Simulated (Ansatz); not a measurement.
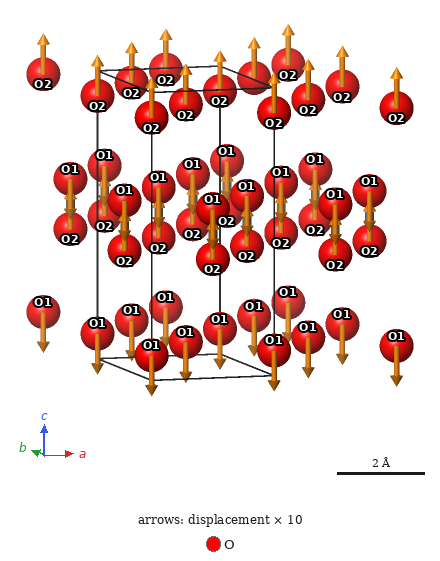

A relaxation of solid O (set up in Fmmm) (coarse preliminary run). The starting structure is drawn; orange arrows show the displacements (the part carried along by the change of the cell is left out), magnified 10 times.

A ball-and-stick model of the conventional cell (4 times the calculation's cell), repeated 2 × 2 × 1 with one cell outlined, seen slightly off an axis. Lengths and directions refer to the drawn axes.

Theory: DFT PBE+D3(BJ), scalar-relativistic, plane waves, PAW in Ansatz 0.2.0.

Input file:
```yaml
crystal:
  lattice:
    - [0.0, 2.10755, 3.34485]
    - [1.47835, 0.0, 3.34485]
    - [1.47835, 2.10755, 0.0]
  atoms:
    - { symbol: O, position: [0.0871, 0.0871, 0.9129] }
    - { symbol: O, position: [0.9129, 0.9129, 0.0871] }
basis:
  ecutwfc: 420
kpoints:
  mp_grid: { grid: [8, 8, 8] }
hamiltonian:
  xc: pbe
  dispersion: d3bj
scf:
  occupations: { method: gaussian, width: 0.1 }
output:
  forces: true
  stress: true
  eigenvalues: true
relax:
  adjacent_minimum: "off"
  f_tol: 0.05
  max_steps: 80
  cell: { stress_tol: 0.5 }
```

Launched with:
```bash
ansatz run input.yaml --threads 2 --pin off --max-ram 5120MiB --backend cpu --events-out ev --progress --plain --runs-dir out
```

Question: What did the optimiser do to the structure, and how much energy did it gain?

Answer: The largest moves relative to the cell, 0.096 Å, are those of O1 and O2. O1 goes along −c. The drawn cell changes as follows: a 2.957 → 3.290 Å (+11.3 %), b 4.215 → 3.504 Å (−16.9 %), c 6.690 → 8.059 Å (+20.5 %); the volume changes by +11.4 %. Among the contacts that change: O1–O2 1.165 → 1.213 Å. The space group stays Fmmm (No. 69). Over 12 accepted moves (17 points after the start) the energy falls by 128 meV per atom. Largest force component: 3.8 eV/Å at the start, 0.028 eV/Å at the end. The pressure goes from 11.67 to 0.08 GPa. The line search rejected the trial step at point 13 of the run. The SCF was repeated 4 times at an unchanged geometry on a basis and grid sized afresh for the cell, which shifted the energy by 11.6 meV per atom at most.
